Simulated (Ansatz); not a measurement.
**Run report: HfO2, single-point calculation (part 2 of 2)**

HfO2 (P2₁/c, 24 atoms in the cell); DFT PBE, scalar-relativistic, plane waves, PAW, no spin polarisation (Ansatz 0.2.0); cutoff 420 eV, 2×2×2 k-mesh, Gaussian smearing of 0.02 eV. The structure derives from a Materials Project entry. It belongs to a series of runs on one base structure; here: the perfect crystal in a cell of 24 atoms.

Geometry of the input (Å; fractional positions):
```
4.2678  0.0000  5.2715
-5.1609  5.2121  0.0054
-5.1609  -5.2121  0.0054
Hf 0.7084  0.9448  0.4878
Hf 0.7084  0.4448  0.9878
Hf 0.7916  0.0122  0.0552
Hf 0.7916  0.5122  0.5552
Hf 0.2916  0.5552  0.0122
Hf 0.2916  0.0552  0.5122
Hf 0.2084  0.4878  0.4448
Hf 0.2084  0.9878  0.9448
O  0.9766  0.1351  0.3923
O  0.9766  0.6351  0.8923
O  0.5234  0.6077  0.3649
O  0.5234  0.1077  0.8649
O  0.0234  0.3649  0.1077
O  0.0234  0.8649  0.6077
O  0.4766  0.8923  0.1351
O  0.4766  0.3923  0.6351
O  0.3484  0.8050  0.4763
O  0.3484  0.3050  0.9763
O  0.1516  0.5237  0.6950
O  0.1516  0.0237  0.1950
O  0.6516  0.6950  0.0237
O  0.6516  0.1950  0.5237
O  0.8484  0.9763  0.8050
O  0.8484  0.4763  0.3050
```

## Output, continued
```
  k-point 0: bands = ["-46.7633", "-46.7623", "-46.7623", "-46.7578", "-46.7555", "-46.7510", "-46.7510", "-46.7500", "-15.7312", "-15.7206", "-15.7206", "-15.6902", "-15.6522", "-15.6504", "-15.6504", "-15.6501", "-15.6032", "-15.5974", "-15.5918", "-15.5918", "-15.4839", "-15.4641", "-15.4571", "-15.4571", "-15.4240", "-15.4240", "-15.3996", "-15.3949", "-15.3758", "-15.3542", "-15.3542", "-15.3520", "-3.5230", "-3.4272", "-3.4272", "-3.3259", "-2.8843", "-2.8142", "-2.8142", "-2.7957",
      "-2.6223", "-2.5977", "-2.5977", "-2.4558", "-2.4073", "-2.3744", "-2.3540", "-2.3540", "3.3406", "3.3413", "3.3448", "3.3448", "3.3484", "3.3489", "3.3489", "3.3494", "3.3526", "3.3548", "3.3548", "3.3548", "3.3605", "3.3636", "3.3636", "3.3644", "3.3650", "3.3657", "3.3657", "3.3711", "3.3722", "3.3734", "3.3735", "3.3735", "3.3742", "3.3746", "3.3757", "3.3757", "3.3775", "3.3801", "3.3801", "3.3828",
      "3.3828", "3.3828", "3.3831", "3.3852", "3.3864", "3.3914", "3.3914", "3.3929", "3.3954", "3.3969", "3.3969", "3.3992", "3.4058", "3.4058", "3.4122", "3.4152", "3.4216", "3.4220", "3.4220", "3.4288", "3.4363", "3.4450", "3.4463", "3.4463", "8.8475", "8.8475", "8.9685", "9.0711", "9.3973", "9.4710", "9.5677", "9.5677", "9.6514", "9.7300", "9.7300", "9.7880", "9.8155", "10.0269", "10.0269", "10.4671",
      "10.4984", "10.5422", "10.5422", "10.6808", "10.8785", "10.9574", "10.9574", "11.0046", "11.3996", "11.4860", "11.6526", "11.6526", "11.7999", "11.8408", "11.8408", "11.9245", "11.9321", "12.3643", "12.3643", "12.3706", "12.4682", "12.6198", "12.6198", "12.7203", "12.7963", "12.8667", "12.8667", "12.9280", "13.0380", "13.0380", "13.1456", "13.2819", "18.1139", "18.2902", "18.4511", "18.4511", "18.9198", "18.9464", "19.0074", "19.0074",
      "19.5126", "19.5752", "19.7004", "19.7004", "19.8199", "19.8199", "19.9717", "20.1742", "20.1742", "20.1802", "20.2380", "20.6553", "21.1785", "21.3228", "21.3228", "21.3769", "21.3901", "21.4657", "21.4657", "22.0272", "22.0272", "22.0330", "22.2025"]
  k-point 1: bands = ["-46.7668", "-46.7621", "-46.7582", "-46.7575", "-46.7555", "-46.7519", "-46.7508", "-46.7504", "-15.7706", "-15.7526", "-15.7290", "-15.7099", "-15.7013", "-15.7008", "-15.6616", "-15.6397", "-15.5758", "-15.5745", "-15.5184", "-15.5129", "-15.4908", "-15.4712", "-15.4577", "-15.4409", "-15.4170", "-15.4139", "-15.4036", "-15.3897", "-15.3848", "-15.3731", "-15.3503", "-15.3416", "-3.8739", "-3.5757", "-3.1231", "-3.0058", "-3.0002", "-2.9695", "-2.9677", "-2.8417",
      "-2.6089", "-2.5804", "-2.4446", "-2.4189", "-2.3857", "-2.3527", "-2.2983", "-2.2982", "3.3394", "3.3394", "3.3429", "3.3463", "3.3489", "3.3491", "3.3505", "3.3524", "3.3545", "3.3547", "3.3553", "3.3574", "3.3575", "3.3603", "3.3634", "3.3646", "3.3650", "3.3665", "3.3682", "3.3709", "3.3710", "3.3723", "3.3733", "3.3740", "3.3742", "3.3759", "3.3766", "3.3775", "3.3784", "3.3788", "3.3803", "3.3807",
      "3.3823", "3.3830", "3.3860", "3.3863", "3.3891", "3.3897", "3.3905", "3.3924", "3.3933", "3.3942", "3.3990", "3.4006", "3.4032", "3.4044", "3.4048", "3.4146", "3.4154", "3.4176", "3.4241", "3.4337", "3.4385", "3.4411", "3.4581", "3.4590", "8.8646", "8.9015", "8.9457", "8.9787", "9.0256", "9.3013", "9.4114", "9.5032", "9.5850", "9.6652", "9.7877", "9.8718", "9.9746", "10.1368", "10.2104", "10.2588",
      "10.3359", "10.3863", "10.6321", "10.9452", "11.0565", "11.1110", "11.2054", "11.2512", "11.4038", "11.5211", "11.7039", "11.7207", "11.7885", "11.7895", "11.9699", "12.0338", "12.1187", "12.1829", "12.2566", "12.2598", "12.3294", "12.3608", "12.5211", "12.6108", "12.6524", "12.8518", "12.8984", "12.9117", "13.0310", "13.2397", "13.3644", "13.3723", "17.9654", "18.4475", "18.4633", "18.6040", "18.6521", "18.8859", "19.0050", "19.1401",
      "19.2953", "19.4185", "19.5204", "19.6389", "19.8041", "19.9004", "19.9755", "20.0562", "20.2728", "20.2752", "20.5297", "20.5787", "20.7797", "20.8186", "21.0679", "21.2892", "21.3519", "21.4967", "21.6269", "21.8647", "21.8781", "22.1450", "22.1978"]
  k-point 2: bands = ["-46.7686", "-46.7598", "-46.7598", "-46.7547", "-46.7539", "-46.7535", "-46.7535", "-46.7494", "-15.7796", "-15.7601", "-15.7601", "-15.7556", "-15.7198", "-15.7097", "-15.7097", "-15.6100", "-15.5218", "-15.5184", "-15.5184", "-15.4976", "-15.4861", "-15.4708", "-15.4397", "-15.4397", "-15.4166", "-15.4063", "-15.4059", "-15.4059", "-15.3692", "-15.3612", "-15.3612", "-15.3483", "-4.0701", "-3.3673", "-3.3673", "-3.0876", "-3.0876", "-2.9207", "-2.8994", "-2.8557",
      "-2.5559", "-2.4513", "-2.4513", "-2.3904", "-2.3424", "-2.2917", "-2.2917", "-2.2848", "3.3355", "3.3425", "3.3425", "3.3463", "3.3495", "3.3501", "3.3509", "3.3509", "3.3517", "3.3555", "3.3555", "3.3592", "3.3592", "3.3597", "3.3615", "3.3664", "3.3679", "3.3688", "3.3698", "3.3701", "3.3701", "3.3719", "3.3740", "3.3749", "3.3749", "3.3762", "3.3762", "3.3770", "3.3773", "3.3813", "3.3813", "3.3816",
      "3.3819", "3.3839", "3.3839", "3.3848", "3.3876", "3.3889", "3.3889", "3.3914", "3.3939", "3.3939", "3.3962", "3.3978", "3.4043", "3.4043", "3.4050", "3.4062", "3.4160", "3.4283", "3.4283", "3.4335", "3.4412", "3.4412", "3.4415", "3.4810", "8.3968", "8.5950", "8.8971", "9.2446", "9.2854", "9.3139", "9.3139", "9.5548", "9.5548", "9.7661", "9.8213", "9.8213", "10.1579", "10.1579", "10.2724", "10.3211",
      "10.6282", "10.6282", "10.6917", "10.6935", "10.9095", "10.9095", "11.1810", "11.3176", "11.3196", "11.3455", "11.3455", "11.6596", "11.6596", "11.7766", "12.0857", "12.0857", "12.0922", "12.1694", "12.3619", "12.3646", "12.4879", "12.5009", "12.5009", "12.7133", "12.7133", "12.7649", "13.0057", "13.0690", "13.0690", "13.1577", "13.1686", "13.6526", "18.0716", "18.2845", "18.2845", "18.4871", "18.7383", "18.9520", "19.0434", "19.0434",
      "19.2652", "19.2652", "19.4307", "19.6893", "19.7661", "19.9549", "19.9549", "19.9910", "20.3687", "20.4004", "20.4004", "20.5057", "20.6625", "20.7727", "20.7727", "21.0046", "21.1774", "21.5725", "21.7311", "21.7311", "21.9205", "22.3540", "22.5056"]
```

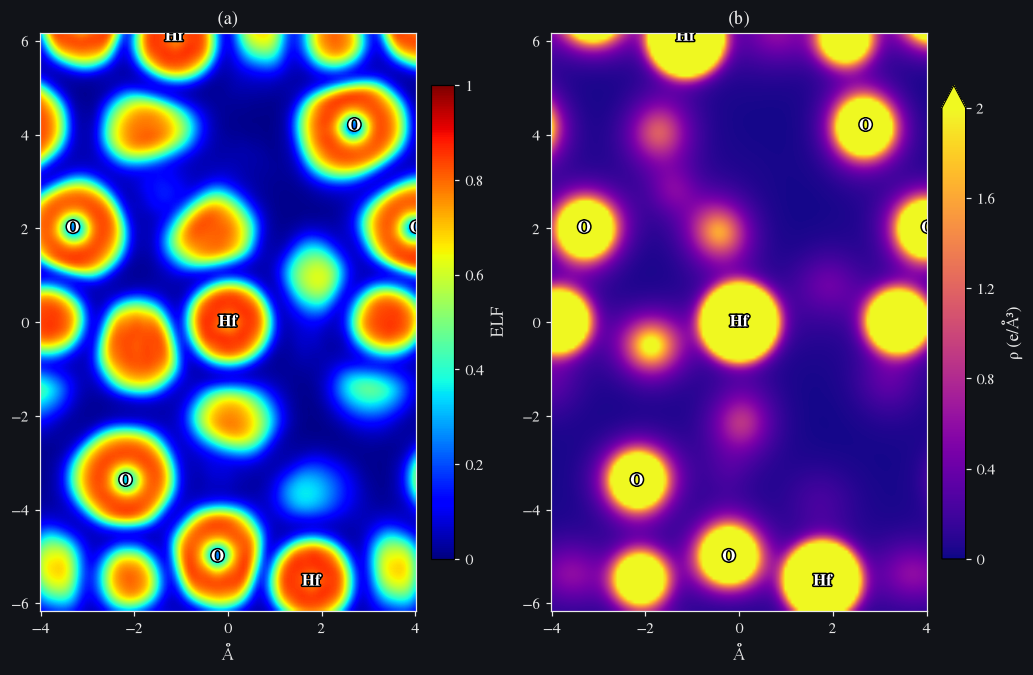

*(a) ELF; (b) valence charge density (pseudo) on the (110) plane of the calculation cell.*

Atoms in the plane: Hf and O. Hf–O (2.07 Å): the density is about 0.8 e/Å³ at the midpoint; the ELF peaks at about 0.85 in the valence shell of O, 0.6 Å from its nucleus, and drops to about 0.20 between the two atoms. Away from the nuclei the density in this plane falls to 0.02 e/Å³ at its lowest. The strong features right at Hf lie inside the PAW spheres (semicore, d or f shells) and say nothing about bonding. The fields are those of the smooth PAW valence density.

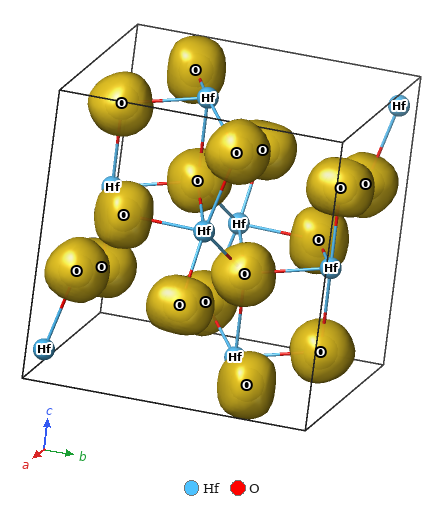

*Isosurface of the electron localisation function at 0.75 (yellow), seen slightly off an axis. Core shells and regions of very low density are left out. Sticks mark near contacts. The outline is the calculation cell.*

Along the contacts the grid gives the following. Hf–O (2.05 Å): the ELF peaks at about 0.85 in the valence shell of O, 0.6 Å from its nucleus, and drops to about 0.20 between the two atoms. Hf–O (2.15 Å): the ELF peaks at about 0.85 in the valence shell of O, 0.6 Å from its nucleus, and drops to about 0.20 between the two atoms.
